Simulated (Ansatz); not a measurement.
## CdF₂: 7 runs along one coordinate

System: CdF₂ (3 atoms in the cell).
Method: DFT revPBE + D4, scalar-relativistic, plane waves, PAW, no spin polarisation (Ansatz 0.2.0).

The 7 runs differ only in the geometry, by an even scaling of the cell at fixed fractional positions. The structure derives from an entry of the Crystallography Open Database.

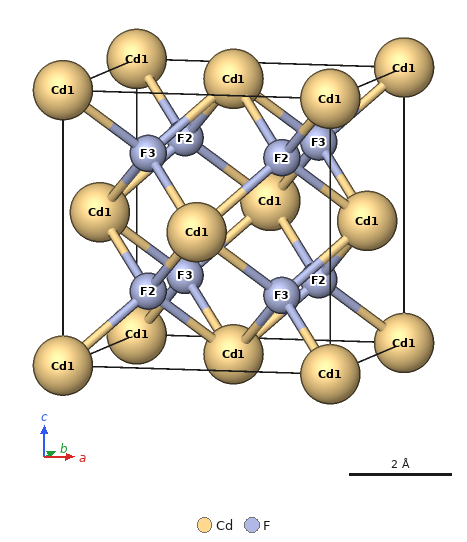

Figure 1. The structure of run 4 (ball-and-stick view of the cell 4 times as large as that of the calculation, set on its symmetry axes, seen slightly off an axis; atoms are numbered from 1 in the order of the input). An atom can appear more than once, as a periodic image.

**Input of run 4**
```yaml
crystal:
  lattice:
    - [0.0, 2.7238303942, 2.7238303942]
    - [2.7238303942, 0.0, 2.7238303942]
    - [2.7238303942, 2.7238303942, 0.0]
  atoms:
    - { symbol: Cd, position: [0.0, 0.0, 0.0] }
    - { symbol: F, position: [0.25, 0.25, 0.25] }
    - { symbol: F, position: [0.75, 0.75, 0.75] }
basis:
  ecutwfc: 420
  ecutrho_ratio: 4
kpoints:
  mp_grid: { grid: [8, 8, 8] }
hamiltonian:
  xc: revpbe
  dispersion: d4
scf:
  occupations: { method: gaussian, width: 0.05 }
output:
  forces: true
  stress: true
  eigenvalues: true
```

Command:
```bash
ansatz run input.yaml --threads 4 --pin off --max-ram 8192MiB --backend cpu --events-out ev --progress --plain --runs-dir out
```

Lattice vectors (Å) and fractional positions of run 4:
```
   0.000000    2.723830    2.723830
   2.723830    0.000000    2.723830
   2.723830    2.723830    0.000000
Cd  0.000000  0.000000  0.000000
F   0.250000  0.250000  0.250000
F   0.750000  0.750000  0.750000
```

Run 6 differs from it as follows:
```diff
-    - [0.0, 2.7238303942, 2.7238303942]
-    - [2.7238303942, 0.0, 2.7238303942]
-    - [2.7238303942, 2.7238303942, 0.0]
+    - [0.0, 2.7562352592, 2.7562352592]
+    - [2.7562352592, 0.0, 2.7562352592]
+    - [2.7562352592, 2.7562352592, 0.0]
```

**Results, with one run withheld**

```tsv
run	volume per atom (Å³)	free energy per atom, from the lowest run given (meV)	pressure (GPa)	gap on the mesh (eV)
1	13.035	9.81	5.04	3.26
2	13.138	6.87	4.14	3.23
3	13.412	1.72	1.96	3.15
4	13.473	0.99	1.50	3.14
5	13.685	0.00	0.01	3.08
6	13.959	?	?	?
7	14.233	5.80	−3.28	2.94
```

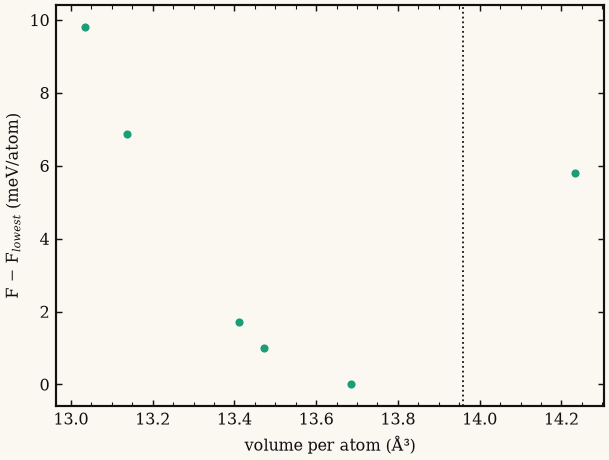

Figure 2. Free energy per atom of the runs given; the dotted line marks run 6.

Fit the runs given and predict run 6.

A cubic polynomial in V^(−2/3) (the Birch–Murnaghan form), fitted to the 6 runs given, misses them by at most 0.03 meV per atom. With x = V^(−2/3) − 0.17649 Å⁻², it reads F = 0.89066 + 1020 x + 2.9037e+05 x² − 71271 x³ (meV per atom). At run 6 it gives 1.46 meV per atom, and the run itself gives 1.54. The slope of the fit gives a pressure −dF/dV of −1.72 GPa there, and the run prints −1.73 GPa. The fit has its minimum at 13.691 Å³ per atom, where V d²F/dV² gives 92.3 GPa: the bulk modulus at this level, since symmetry fixes the shape and the positions. The gap on the mesh goes, without turning, from 3.26 eV in run 1 to 2.94 eV in run 7; run 6 has 3.01 eV. These are gaps of this functional on this mesh, which can miss the band edges; they aren't the measured gap.

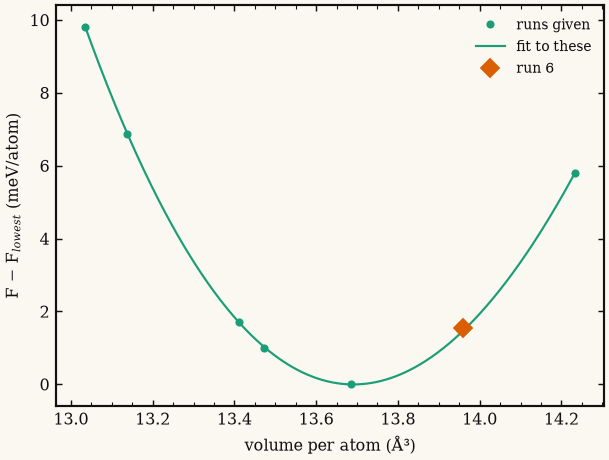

Figure 3. The fit and the withheld run.

**Output, shortened to warnings, some set-up lines, iterations and results (run 6)**
```
Basis set: ecut = 420 eV, 869 PW (Γ), exchange–correlation on 54×54×54 points (8 copies of the dense FFT grid, shifted against one another)
Symmetry: 48 space group operations
k-points: 29 of 512
Initial density: superposition of atomic densities (neutral atoms: chi_scale 0, normalization atom), corrected by the library's trained network
[...]
SCF iter   1: F=—  HF=-9881.987096 eV  |F-HF|=—  |Δ(HF+E_count)|=         —  Δρ=5.14e-3  dr2=9.22e-3  ethr=1.77e-3  ⟨swp⟩=5.9  Hψ=2484  notcnv=0
SCF iter   2: F=—  HF=-9881.986104 eV  |F-HF|=—  |Δ(HF+E_count)|=   9.92e-4  Δρ=2.99e-3  dr2=1.45e-3  ethr=2.71e-5  ⟨swp⟩=2.0  Hψ=1319  notcnv=0
SCF iter   3: F=—  HF=-9881.985794 eV  |F-HF|=—  |Δ(HF+E_count)|=   3.10e-4  Δρ=7.54e-4  dr2=1.50e-4  ethr=4.28e-6  ⟨swp⟩=2.0  Hψ=986  notcnv=0
SCF iter   4: F=—  HF=-9881.985844 eV  |F-HF|=—  |Δ(HF+E_count)|=   4.99e-5  Δρ=3.18e-4  dr2=1.99e-5  ethr=4.41e-7  ⟨swp⟩=2.6  Hψ=945  notcnv=0
SCF iter   5: F=—  HF=-9881.986044 eV  |F-HF|=—  |Δ(HF+E_count)|=   2.00e-4  Δρ=2.27e-5  dr2=1.86e-7  ethr=5.84e-8  ⟨swp⟩=2.2  Hψ=895  notcnv=0
SCF iter   6: F=-9881.986044 eV  HF=-9881.986044 eV  |F-HF|=7.41e-9  |Δ(HF+E_count)|=   3.44e-7  Δρ=4.11e-6  dr2=3.79e-9  ethr=2.94e-10  ⟨swp⟩=5.0  Hψ=2509  notcnv=0
SCF 1 converged in 6 iterations: F = -9881.986044 eV  dr2 = 3.79e-9
SCF converged after 6 iterations
Free energy (F): -9881.986044 eV
Harris-Foulkes:  -9881.986044 eV  (|F-HF|=7.41e-9)
Internal energy: -9881.986044 eV  (E = F + TS)
E sigma→0 (E₀):  -9881.986044 eV
Fermi energy:    7.102053 eV
--- Per-component energies (eV) ---
  E_band       = -508.973557
  E_kinetic    = 917.950692
  E_local      = -4373.956337  (includes V_loc(G=0)·N_el)
  E_nonlocal   = 181.788700
  E_hartree    = 1933.277862
  E_xc         = -335.926197
  E_vxc        = -424.454235  (∫ρ·V_xc dr)
  E_paw        = -4495.839592  (= ΣΔE_a)
  E_vpaw       = -676.861585  (= ΣTr[D̂ρ^β])
  E_aug_tail   = 0.004094  (compensation charges beyond the density's cutoff)
  E_ewald      = -3708.192084
  E_disp       = -0.979381  (pairwise vdW)
  E_core_change = -0.113800  (= ΣΔE_core)
  E_smearing   = -0.000000  (= −TS)
  E_closure    = 0.000000  (closes the sum)
  Σ components = -9881.986044   (vs F -9881.986044, Δ=0.00e0)
--- Forces (eV/Å), atoms counted from 1 ---
  atom   1  Cd    -0.00000000     0.00000000    -0.00000000
  atom   2  F      0.00000000    -0.00000000     0.00000000
  atom   3  F     -0.00000000    -0.00000000     0.00000000
  max |Σ_I F_I| component: 1.16e-17 eV/Å
--- Stress (GPa, compression-positive) ---
       -1.734185      -0.000000       0.000000
       -0.000000      -1.734185       0.000000
        0.000000      -0.000000      -1.734185
  P = ⅓ Tr σ = -1.7342 GPa (-17.342 kbar)
```
